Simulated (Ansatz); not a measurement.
# Nb$_{6}$N$_{7}$: geometry relaxation (part 2 of 3)

The same run, continued: Nb$_{6}$N$_{7}$ (slab, 26 atoms in the cell); DFT PBE+D3(BJ), scalar-relativistic, plane waves, PAW, no spin polarisation (Ansatz 0.2.0); cutoff 420 eV, 4×4×1 k-mesh, Gaussian smearing of 0.1 eV. The structure derives from an entry of the Crystallography Open Database. The input holds or restrains some coordinates. Forces given for the steps count only the free coordinates. It belongs to a series of runs on one base structure; here: 1 N2 a cell, upright, over a bridge Nb-Nb site.

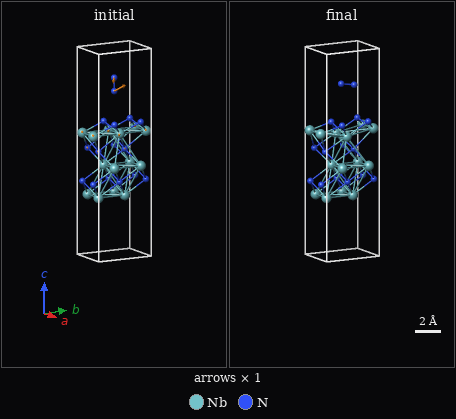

Figure 1. Before (left) and after (right) the restrained relaxation, at one scale (ball-and-stick view of the cell of the calculation, with the vacuum cut short (origin shifted), seen slightly off an axis). The orange arrows give the displacements, at true length. N25 moves most: 1.12 Å. By element the largest moves are N 1.12 Å, Nb 0.25 Å. The lattice vectors keep their values. Distances before and after: Nb11–Nb17 3.211 → 2.993 Å, Nb17–N22 2.007 → 2.172 Å, Nb10–Nb19 3.211 → 3.069 Å, N13–Nb17 2.279 → 2.160 Å. Among the angles that change: Nb11–N16–Nb17 91.9° → 83.5°, Nb11–N16–Nb20 176.8° → 168.8°, Nb10–N16–Nb20 91.9° → 98.5°. After 14 geometry steps the energy has fallen by 17.0 meV per atom. The largest force component goes from 0.51 to 0.01 eV/Å. (Atoms are counted from 1 in the order of the input.)

```
WARN: The output density's exchange-correlation potential varies sharply where the density is thin. Do not read a vacuum level from v_tot or v_xc, or from such a field of the output density. On a cell that repeats whose density bears no net charge and no dipole along the vacuum's axis use v_es (v_loc + v_h of the components); under efield.dipole_correction with no amplitude use v_es + v_field, which holds any external_charges[].barrier, or the levels of the report's work_function block, which leave it out; under a non-zero efield.amplitude the vacuum is tilted and has no level; on a cell that repeats and bears such a dipole with no correction it is tilted too, and efield.dipole_correction with no amplitude gives each side of its ramp a level where efield: is served; in a cell that repeats whose density bears a net charge (total_charge, or a fill off its count) it is curved and has none; of a slab under crystal.periodic whose density bears no net charge use v_es, which has a level on each side, short of where the two are joined; of another it falls or rises all the way out and has none; of a slab beside external_charges read slab_vacuum_level instead, which it has where they leave it neutral. The grid or the basis barely resolves most such structure, and the values can differ between equally converged runs; as a rule a tighter scf.convergence.dr2_threshold does not remove it. Where the density itself ripples (under the LDA too) a higher basis.ecutwfc lessens it. The files hold the spikes' plane waves up to the density's cutoff. Files: v_tot_of_output_density and the like, and their columns of v_z.tsv (output.write_potential); v_xc_of_output_density and the like, and their columns of v_comp_z.tsv (output.write_potential_components). Measured: with its Gaussian average of σ = 0.25 Å subtracted twice, the exchange-correlation potential is over 0.1 eV at 2762 of the grid points where the equally averaged density (valence and model cores) is under 1e-3 e/Å³, and 1.65 eV at the most among them, at an averaged density of 8.4e-4 e/Å³. The input density's (outcome.potential() and, of a run that writes arrays, v_tot and v_xc) is over 0.1 eV, so measured, at 2768 points of its own thin density, 1.65 eV at the most. See output.write_potential in the manual, Limitations
SCF converged after 5 iterations
Free energy (F): -60025.695554 eV
Harris-Foulkes:  -60025.695554 eV  (|F-HF|=0.00e0)
Internal energy: -60025.624934 eV  (E = F + TS)
E sigma→0 (E₀):  -60025.660244 eV
Entropy (-TS):   -0.070620 eV (-2.716 meV/atom)
Fermi energy:    2.568898 eV
Dipole field:    D = -0.033011 V/Å  (p = -0.154492 e·Å, saw-weighted, corrected)
Work function:   Φ+ = 5.6962 eV   Φ− = 4.8567 eV
Levels:          The Fermi level and band energies are counted from a zero that moves with the ramp; work functions are not
--- Per-component energies (eV) ---
  E_band       = -3941.149167
  E_kinetic    = 6559.675095
  E_local      = -273731.849983  (includes V_loc(G=0)·N_el)
  E_nonlocal   = 2061.806707
  E_hartree    = 133175.060423
  E_xc         = -2946.559231
  E_vxc        = -3623.113311  (∫ρ·V_xc dr)
  E_paw        = -38653.348461  (= ΣΔE_a)
  E_vpaw       = -1545.503438  (= ΣTr[D̂ρ^β])
  E_aug_tail   = 0.001384  (compensation charges beyond the density's cutoff)
  E_efield     = 0.002550  (sawtooth field / dipole correction)
  E_vefield    = -12.275100  (∫n·V_field dr)
  E_ewald      = 113518.319738
  E_disp       = -8.733158  (pairwise vdW)
  E_smearing   = -0.070620  (= −TS)
  E_closure    = -0.000000  (closes the sum)
  Σ components = -60025.695554   (vs F -60025.695554, Δ=0.00e0)
--- Forces (eV/Å), atoms counted from 1 ---
  atom   1  Nb     0.00160276    -0.16223269     0.53005177
  atom   2  Nb     0.00000000    -0.15841267     0.87537172
  atom   3  Nb    -0.00160276    -0.16223269     0.53005177
  atom   4  Nb     0.00000000    -0.16240437     0.87342433
  atom   5  N      0.00000000    -0.12420917    -1.02474346
  atom   6  N     -0.00007108     0.10816022    -1.28035558
  atom   7  N      0.00000000    -0.12713875    -1.02366722
  atom   8  N      0.00007108     0.10816022    -1.28035558
  atom   9  Nb    -0.00000000     0.55363472     0.74610464
  atom  10  Nb    -0.00691481    -0.21601023     0.14889556
  atom  11  Nb    -0.00000000     0.56109835     0.75901039
  atom  12  Nb     0.00691481    -0.21601023     0.14889556
  atom  13  N     -0.00021120    -0.00261018    -0.00275459
  atom  14  N     -0.00000000     0.00167587     0.00632545
  atom  15  N      0.00021120    -0.00261018    -0.00275459
  atom  16  N      0.00000000    -0.00383399     0.00020499
  atom  17  Nb    -0.00845054     0.00295375     0.00665400
  atom  18  Nb    -0.00000000     0.00113131    -0.00540582
  atom  19  Nb     0.00845054     0.00295375     0.00665400
  atom  20  Nb    -0.00000000     0.00649612     0.00150355
  atom  21  N      0.00000000    -0.00019578    -0.00445064
  atom  22  N      0.00060785    -0.00355994     0.00182841
  atom  23  N      0.00000000    -0.00222170    -0.01021247
  atom  24  N     -0.00060785    -0.00355994     0.00182841
  atom  25  N     -0.00000000     0.00991011    -0.00047295
  atom  26  N      0.00000000    -0.00891574    -0.00172300
  max |Σ_I F_I| component: 9.13e-5 eV/Å
--- Band table (eV; the first three rows and the last of 7) ---
  k-point 0: bands = ["-53.8259", "-53.7707", "-53.5373", "-53.5009", "-53.4761", "-53.4566", "-53.3246", "-53.2918", "-52.9544", "-52.8769", "-52.8706", "-52.8652", "-30.4299", "-30.3769", "-30.3411", "-30.2176", "-30.1768", "-30.1012", "-30.0882", "-29.9433", "-29.7948", "-29.7689", "-29.7610", "-29.6786", "-29.6642", "-29.5903", "-29.5689", "-29.5147", "-29.4661", "-29.4609", "-29.4479", "-29.3811", "-29.3746", "-29.3437", "-29.2978", "-29.2933", "-29.2492", "-29.2417", "-29.2335", "-29.1083", "-29.0692", "-29.0582", "-29.0558", "-28.7761", "-28.7728", "-28.7727", "-28.6222", "-28.6144", "-19.8282", "-14.3792", "-13.8052", "-13.7460", "-13.7109", "-13.1933", "-12.8777", "-12.7780", "-12.7057", "-11.6270", "-11.1913", "-11.1513", "-11.1183", "-5.7127", "-5.6302", "-5.5653", "-5.3295", "-5.2032", "-4.1263", "-3.9893", "-3.9832", "-3.9287", "-3.9226", "-3.8801", "-3.8232", "-3.7537", "-3.7410", "-3.6216", "-3.5888", "-3.3736", "-3.2601", "-3.1357", "-3.0520", "-3.0233", "-2.9191", "-2.6868", "-2.6088", "-2.4677", "-2.3832", "-2.3004", "-2.2564", "-2.1385", "-2.0100", "-1.9652", "-1.1574", "-0.8260", "-0.8220", "-0.7323", "-0.5547", "-0.5373", "-0.5281", "-0.4301", "-0.3670", "-0.1395", "0.1077", "0.1652", "1.4233", "1.5021", "1.5521", "1.8400", "2.1565", "2.1702", "2.3123", "2.6367", "2.6410", "2.6899", "2.9398", "2.9735", "3.2537", "3.8298", "3.8546", "3.9009", "3.9642", "4.0663", "4.1396", "4.2466", "4.2531", "4.3019", "4.3385", "4.3974", "4.4731", "4.5495", "4.7295", "4.7382", "4.8783", "4.9995", "5.0057", "5.0514", "5.1079", "5.1881", "5.2240"]
  k-point 1: bands = ["-53.8223", "-53.7707", "-53.5327", "-53.5054", "-53.4762", "-53.4566", "-53.3287", "-53.2918", "-52.9425", "-52.8826", "-52.8769", "-52.8652", "-30.3839", "-30.2767", "-30.2666", "-30.1746", "-30.1479", "-30.0460", "-30.0021", "-29.9454", "-29.8514", "-29.8304", "-29.7553", "-29.6868", "-29.6702", "-29.6349", "-29.5820", "-29.5758", "-29.5072", "-29.5044", "-29.4623", "-29.4217", "-29.3944", "-29.3366", "-29.3309", "-29.2475", "-29.2447", "-29.1986", "-29.1915", "-29.1004", "-29.0689", "-29.0579", "-29.0568", "-28.8311", "-28.8301", "-28.7514", "-28.7251", "-28.6363", "-19.8282", "-14.1530", "-13.6673", "-13.6538", "-13.5746", "-13.1678", "-12.9446", "-12.9226", "-12.7820", "-11.6741", "-11.2893", "-11.2499", "-11.2057", "-5.3651", "-5.2808", "-5.2313", "-5.2047", "-5.1430", "-4.3210", "-4.2471", "-4.0858", "-4.0221", "-3.8215", "-3.8038", "-3.7727", "-3.5441", "-3.5397", "-3.4663", "-3.3749", "-3.3532", "-3.2638", "-3.1868", "-3.1318", "-3.0723", "-2.9585", "-2.8724", "-2.8488", "-2.6858", "-2.6461", "-2.3058", "-2.2986", "-2.1707", "-2.1256", "-1.9360", "-1.6492", "-1.1712", "-0.9540", "-0.5599", "-0.4880", "-0.4348", "-0.3436", "-0.2970", "-0.2452", "0.0965", "0.2599", "0.4321", "0.9804", "1.4388", "1.8457", "2.0937", "2.1771", "2.2321", "2.2692", "2.3239", "2.3502", "2.5035", "2.9978", "3.1973", "3.2369", "3.4188", "3.4970", "3.6708", "3.7040", "3.7899", "3.8881", "3.9749", "4.0104", "4.3185", "4.3518", "4.3523", "4.4818", "4.4879", "4.6229", "4.6397", "4.6736", "4.7233", "4.8529", "4.8685", "5.0805", "5.1855", "5.2102"]
  k-point 2: bands = ["-53.8187", "-53.7707", "-53.5273", "-53.5105", "-53.4762", "-53.4566", "-53.3330", "-53.2918", "-52.9188", "-52.9066", "-52.8769", "-52.8652", "-30.3301", "-30.1473", "-30.1333", "-30.0904", "-30.0890", "-30.0213", "-29.9712", "-29.9494", "-29.9053", "-29.8648", "-29.7661", "-29.7401", "-29.7271", "-29.6813", "-29.6393", "-29.5776", "-29.5535", "-29.5266", "-29.4946", "-29.4766", "-29.4697", "-29.3287", "-29.3267", "-29.2569", "-29.1822", "-29.1287", "-29.0989", "-29.0698", "-29.0681", "-29.0588", "-28.9689", "-28.9552", "-28.9098", "-28.9036", "-28.7129", "-28.6755", "-19.8282", "-13.7681", "-13.6117", "-13.4658", "-13.3790", "-13.1971", "-13.1196", "-13.0764", "-12.9210", "-11.7306", "-11.4168", "-11.3044", "-11.2893", "-5.2183", "-4.9307", "-4.8980", "-4.8096", "-4.6328", "-4.2803", "-4.2510", "-4.1761", "-4.1090", "-3.8376", "-3.7800", "-3.7481", "-3.6943", "-3.5785", "-3.5279", "-3.4968", "-3.3615", "-3.3406", "-3.3185", "-3.2610", "-3.2442", "-2.9981", "-2.9624", "-2.8198", "-2.7679", "-2.6712", "-2.6351", "-2.3192", "-2.1956", "-2.0864", "-1.9097", "-1.7211", "-1.4486", "-1.1174", "-0.5461", "-0.5303", "-0.4501", "-0.2061", "-0.0982", "0.1567", "0.3129", "0.5180", "0.9335", "0.9864", "1.3412", "1.4544", "1.4865", "1.5375", "2.0588", "2.3753", "2.4142", "2.5625", "2.6367", "2.9518", "3.0397", "3.0895", "3.1554", "3.2694", "3.4718", "3.4963", "3.5820", "3.7262", "3.9103", "3.9363", "4.0498", "4.0595", "4.3089", "4.3445", "4.4091", "4.5069", "4.5811", "4.6908", "4.8307", "4.9226", "4.9451", "4.9810", "5.1626", "5.1775"]
  k-point 6: bands = ["-53.7984", "-53.7948", "-53.5071", "-53.5018", "-53.4843", "-53.4783", "-53.3124", "-53.3079", "-52.9218", "-52.8979", "-52.8859", "-52.8618", "-30.2331", "-30.1770", "-30.1417", "-30.0825", "-30.0654", "-30.0626", "-29.9808", "-29.9281", "-29.8884", "-29.8176", "-29.8014", "-29.7804", "-29.7383", "-29.6791", "-29.6408", "-29.6169", "-29.6014", "-29.5620", "-29.4929", "-29.4234", "-29.4092", "-29.3459", "-29.3043", "-29.3011", "-29.1740", "-29.1042", "-29.0891", "-29.0871", "-29.0718", "-29.0576", "-29.0568", "-28.9795", "-28.8733", "-28.7796", "-28.7645", "-28.6959", "-19.8282", "-13.7843", "-13.5300", "-13.4793", "-13.3950", "-13.2318", "-13.2088", "-12.9984", "-12.9132", "-11.6084", "-11.5053", "-11.3566", "-11.2069", "-5.2098", "-4.9047", "-4.7740", "-4.7146", "-4.6690", "-4.3236", "-4.2617", "-4.2308", "-4.1455", "-3.8762", "-3.8390", "-3.7842", "-3.7682", "-3.5749", "-3.4357", "-3.3680", "-3.3309", "-3.3176", "-3.2711", "-3.2031", "-3.1314", "-2.9980", "-2.9566", "-2.8991", "-2.7854", "-2.6356", "-2.6254", "-2.3357", "-2.2469", "-2.1536", "-2.0994", "-1.8787", "-1.0455", "-1.0067", "-0.8002", "-0.6995", "-0.3450", "-0.3228", "-0.2546", "-0.0722", "0.2989", "0.5988", "0.7271", "1.0216", "1.1464", "1.4921", "1.5194", "1.9943", "2.0731", "2.2869", "2.4790", "2.5604", "2.6634", "2.7236", "2.8357", "2.8552", "3.3338", "3.5114", "3.5720", "3.6506", "3.7159", "3.8291", "3.8622", "3.9542", "3.9729", "4.0806", "4.2366", "4.3047", "4.3710", "4.3820", "4.6295", "4.6462", "4.7492", "4.7990", "4.8833", "4.9521", "5.0935", "5.0953"]
--- Relaxed structure (15 steps of the walk, 15 accepted, 0 SCFs on fresh bases) ---
  F+E_penalty+E_count = -60025.69555399 eV   max|allowed force component| = 1.021e-2 eV/Å
  atoms:
    - { symbol: Nb, position: [0.16666666665, 0.33333333330000003, 0.3146010402] }
    - { symbol: Nb, position: [0.16666666665000002, 0.8333333333, 0.3146010402] }
    - { symbol: Nb, position: [0.6666666666500001, 0.33333333330000003, 0.3146010402] }
    - { symbol: Nb, position: [0.6666666666500001, 0.8333333333000001, 0.3146010402] }
    - { symbol: N, position: [0.33333333335000004, 0.1666666667, 0.3643790435] }
    - { symbol: N, position: [0.3333333333499999, 0.6666666667000001, 0.3643790435] }
    - { symbol: N, position: [0.8333333333499999, 0.16666666670000002, 0.3643790435] }
    - { symbol: N, position: [0.8333333333499999, 0.6666666667000001, 0.3643790435] }
    - { symbol: Nb, position: [0.5, 0.5000000000000001, 0.41415704680000004] }
    - { symbol: Nb, position: [0.5, 0.0, 0.41415704680000004] }
    - { symbol: Nb, position: [0.0, 0.5000000000000001, 0.41415704680000004] }
    - { symbol: Nb, position: [-5.337610695437529e-18, 0.0, 0.41415704680000004] }
    - { symbol: N, position: [0.6566659272380796, 0.3133926661126595, 0.46348120581775953] }
    - { symbol: N, position: [0.6759206225761272, 0.8518412451522546, 0.46335604366084354] }
    - { symbol: N, position: [0.15672673887457986, 0.3133926661126593, 0.46348120581775953] }
    - { symbol: N, position: [0.17601393039173707, 0.8520278607834744, 0.46339753990478383] }
    - { symbol: Nb, position: [0.8255368579626865, 0.650892974105229, 0.5096942220787685] }
    - { symbol: Nb, position: [0.827966114168836, 0.15593222833767229, 0.526997976367986] }
    - { symbol: Nb, position: [0.3253561161425424, 0.650892974105229, 0.5096942220787685] }
    - { symbol: Nb, position: [0.32824082071473076, 0.15648164142946147, 0.5270705274394156] }
    - { symbol: N, position: [-0.002848225103950497, 0.4943035497920992, 0.5520721431322159] }
    - { symbol: N, position: [-0.005062206349279648, -0.010059488353206537, 0.5562972135346105] }
    - { symbol: N, position: [0.4973223279483336, 0.4946446558966672, 0.5522387950407078] }
    - { symbol: N, position: [0.4950027179960733, -0.010059488353206537, 0.5562972135346105] }
    - { symbol: N, position: [0.1770469674040957, 0.8540939348081916, 0.6686795929359114] }
    - { symbol: N, position: [0.0749711543912362, 0.6499423087824725, 0.6730989172108108] }
```

## Trajectory as extended XYZ (Å, eV, eV/Å), 8 of the 15 frames kept, from step=1 to step=15
```
26
Lattice="6.2012 0.0000 0.0000 -3.1006 5.3704 0.0000 0.0000 0.0000 25.4290" Properties=species:S:1:pos:R:3:forces:R:3 step=1 energy=-60025.25316
Nb    0.0000    1.7901    8.0000    0.0004   0.0096   0.8503
Nb   -1.5503    4.4753    8.0000    0.0000   0.0117   0.8523
Nb    3.1006    1.7901    8.0000   -0.0004   0.0096   0.8503
Nb    1.5503    4.4753    8.0000    0.0000   0.0081   0.8573
N     1.5503    0.8951    9.2658    0.0000  -0.0022  -1.1503
N     0.0000    3.5802    9.2658   -0.0043  -0.0049  -1.1536
N     4.6509    0.8951    9.2658    0.0000  -0.0009  -1.1546
N     3.1006    3.5802    9.2658    0.0043  -0.0049  -1.1536
Nb    1.5503    2.6852   10.5316    0.0000  -0.0015   0.2927
Nb    3.1006    0.0000   10.5316   -0.0098  -0.0101   0.3157
Nb   -1.5503    2.6852   10.5316    0.0000  -0.0087   0.2952
Nb    0.0000    0.0000   10.5316    0.0098  -0.0101   0.3157
N     3.1006    1.7901   11.7869    0.0048  -0.0144  -0.0036
N     1.5503    4.4753   11.7869    0.0000   0.0203  -0.0085
N     0.0000    1.7901   11.7869   -0.0048  -0.0144  -0.0036
N    -1.5503    4.4753   11.7869    0.0000   0.0013   0.0069
Nb    3.1006    3.5802   13.1976    0.0289  -0.0307  -0.0968
Nb    4.6509    0.8951   13.1976    0.0000   0.0704  -0.0038
Nb    0.0000    3.5802   13.1976   -0.0289  -0.0307  -0.0968
Nb    1.5503    0.8951   13.1976    0.0000   0.0155  -0.0260
N    -1.5503    2.6852   14.1056    0.0000  -0.1941  -0.5070
N     0.0000    0.0000   14.1056    0.0026  -0.0194   0.0435
N     1.5503    2.6852   14.1056    0.0000  -0.0067   0.0580
N     3.1006    0.0000   14.1056   -0.0026  -0.0194   0.0435
N    -1.5503    3.5802   16.5156    0.0000   0.2923   0.1645
N    -1.5503    3.5802   17.6156    0.0000  -0.0651   0.4109
```
